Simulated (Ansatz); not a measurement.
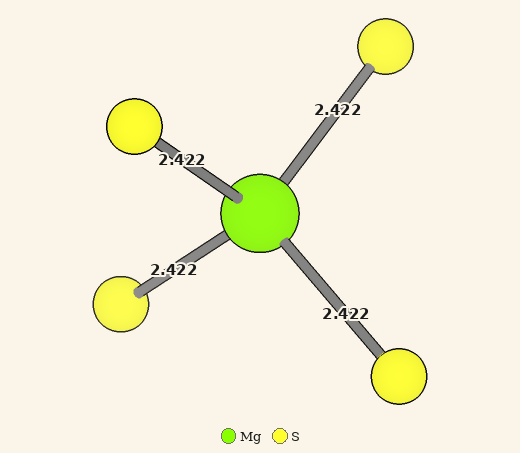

The surroundings of site Mg1 (at 0.000, 0.000, 0.000) in MgS in space group F-43m, with bond lengths in Å.

Source of the atomic positions: the geometry relaxed with DFT LDA, scalar-relativistic, plane waves, PAW in Ansatz 0.2.0.

```
Mg S
1.0
     5.59245    0.00000    0.00000
     0.00000    5.59245    0.00000
     0.00000    0.00000    5.59245
Mg S
4 4
Direct
  0.00000 0.00000 0.00000
  0.00000 0.50000 0.50000
  0.50000 0.00000 0.50000
  0.50000 0.50000 0.00000
  0.25000 0.25000 0.25000
  0.25000 0.75000 0.75000
  0.75000 0.25000 0.75000
  0.75000 0.75000 0.25000
```

Bond valence s = exp((R0 − d)/b), R0 fitted to published crystal structures with b = 0.37 Å; R0 in Å: Mg2+–S 2.186.

### Calculate the bond-valence sum of Mg1 from the bonds drawn.

4 × 0.528 = 2.11 v.u., against a formal valence of 2: overbonded (bonds short for this ion) by 0.11.

### And over the whole structure?

```tsv
site	x, y, z	formal valence	bond-valence sum	difference
Mg1	0.000, 0.000, 0.000	+2	2.13	0.13
S1	0.250, 0.250, 0.250	−2	2.13	0.13
```

These sums include all anions within 5 Å. The global instability index (root mean square of the differences over all atoms) is 0.13 v.u.: moderate strain, common in real structures. Cells relaxed with LDA tend to have short bonds, which raises the sums.
